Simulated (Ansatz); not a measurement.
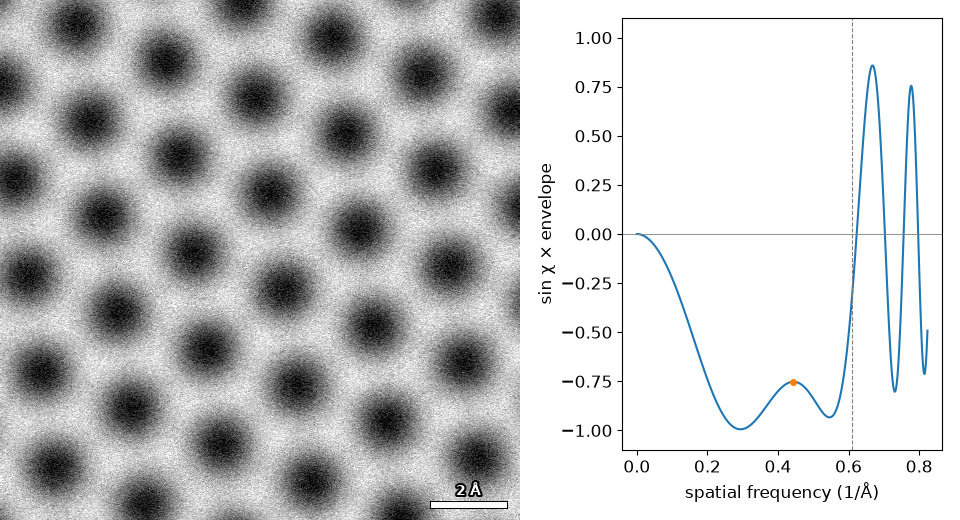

HRTEM-like image of Bi (R-3m, No. 166) along [001]. Simulated in the weak-phase-object approximation with neutral-atom potentials: 300 kV, Cs = 0.50 mm, defocus −376 Å (negative is underfocus), defocus spread 20 Å, aperture 0.61 1/Å. Shot noise and a slight drift were added. Structure used: a calculation's starting geometry.

The plot gives the contrast transfer function, the aperture (dashed) and the crystal's spatial frequencies that carry visible contrast (dots).

### Do the atom columns appear dark or bright, and why?

Dark. With positive Cs and underfocus sin χ is negative over the pass band, so the strongest columns (Bi) come out darker than the background.

### What point resolution do these settings give, and which lattice spacings pass?

About 1.6 Å (0.66 |Cs|^(1/4) λ^(3/4) with λ = 0.0197 Å). The spacings that carry visible contrast are {110} at 2.26 Å.
